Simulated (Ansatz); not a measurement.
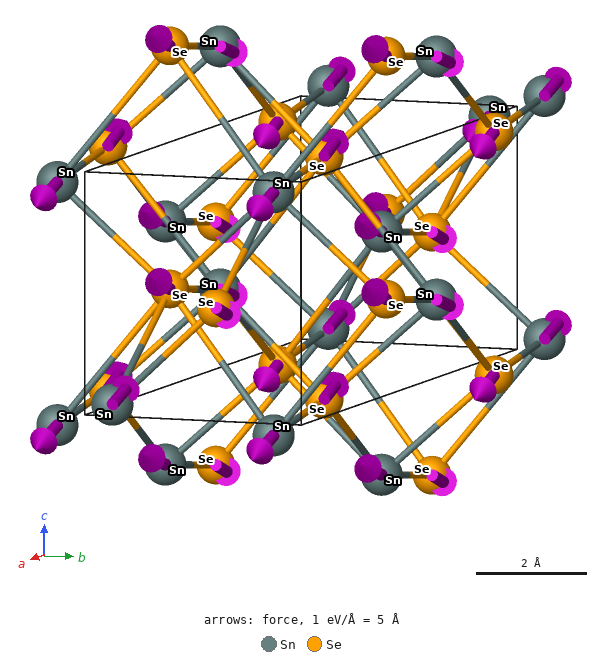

Starting geometry of crystalline SnSe (set up in Pnma) with the computed forces as purple arrows. Style: ball-and-stick. Shown: the cell of the calculation, slightly off an axis.

The run lets cell and atoms move.

Level of theory: Kohn-Sham DFT of a periodic cell, PBEsol with D3(BJ), Ansatz PAW in Ansatz 0.2.0.

Input
```yaml
crystal:
  lattice:
    - [11.42, 0.0, 0.0]
    - [0.0, 4.19, 0.0]
    - [0.0, 0.0, 4.46]
  atoms:
    - { symbol: Sn, position: [0.877, 0.75, 0.909] }
    - { symbol: Sn, position: [0.623, 0.25, 0.409] }
    - { symbol: Sn, position: [0.377, 0.75, 0.591] }
    - { symbol: Sn, position: [0.123, 0.25, 0.091] }
    - { symbol: Se, position: [0.643, 0.75, 0.984] }
    - { symbol: Se, position: [0.857, 0.25, 0.484] }
    - { symbol: Se, position: [0.143, 0.75, 0.516] }
    - { symbol: Se, position: [0.357, 0.25, 0.016] }
hamiltonian:
  xc: pbesol
  pseudopotentials: { kind: paw }
  dispersion: d3bj
kpoints:
  mp_grid: { grid: [3, 6, 6] }
scf:
  occupations: { method: fermi_dirac, width: 0.05 }
output:
  forces: true
  stress: true
relax:
  f_tol: 0.01
  max_steps: 40
  cell: { stress_tol: 0.05 }
```

Run as
```bash
ansatz run input.yaml --threads 2 --pin off --max-ram 5120MiB --backend cpu --events-out ev --progress --plain --runs-dir out
```

Is this structure relaxed? If not, where do the atoms go?

Answer. It isn't relaxed: the largest force vector, on Sn atoms, is 0.24 eV/Å. The final displacements follow the starting forces only in part (cosine between the two patterns 0.46). The largest moves relative to the cell, 0.10 Å, are those of Sn atoms. By element the largest moves are Sn 0.10 Å, Se 0.03 Å. The drawn cell changes as follows: a 11.420 → 11.230 Å (−1.7 %), b 4.190 → 4.110 Å (−1.9 %), c 4.460 → 4.243 Å (−4.9 %); the volume changes by −8.2 %. Some distances before and after: Se–Sn 3.319 → 3.138 Å, Se–Sn 3.507 → 3.370 Å, Se–Sn 2.693 → 2.732 Å, Se–Sn 2.834 → 2.803 Å. Bond angles that change, for instance: Se–Sn–Se 90.2° → 87.8°. The space group stays Pnma (No. 62). Over 5 accepted moves (7 points after the start) the energy falls by 27.5 meV per atom. Largest force component: 0.23 eV/Å at the start, 0.007 eV/Å at the end. Pressure: −2.61 GPa at the start and 0.01 GPa at the end. The line search rejected the trial step at point 3 of the run. The SCF was repeated once at an unchanged geometry on a basis and grid sized afresh for the cell, which shifted the energy by 0.4 meV per atom at most. The run took 2.1 min on 2 threads of Arm Neoverse V1, with other jobs on the host, peak memory 0.73 GiB.
